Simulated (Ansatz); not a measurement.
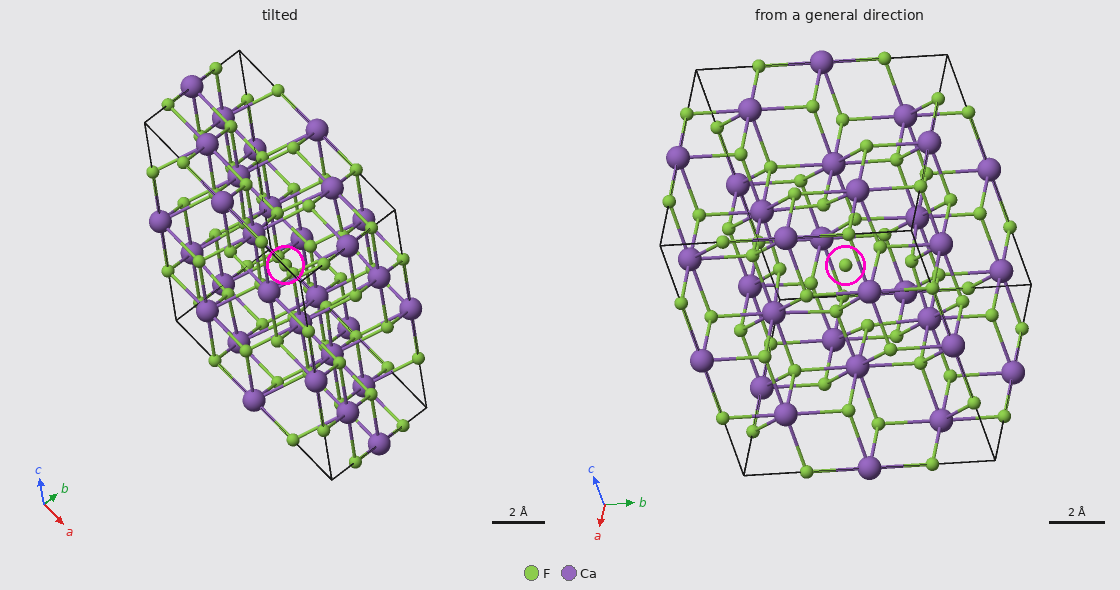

View slightly off an axis and from a general direction, drawn as a ball-and-stick model. The edges of the supercell are marked. The host is CaF2, in a cell of 48 sites, and the cell carries a charge of +1. A ring marks the defect's site.

### Spot the defect.

Fluorine on a calcium site (an antisite). It is bonded to no bonds drawn.

The atoms were relaxed in the host's cell with DFT PBE, scalar-relativistic, plane waves, PAW in Ansatz.
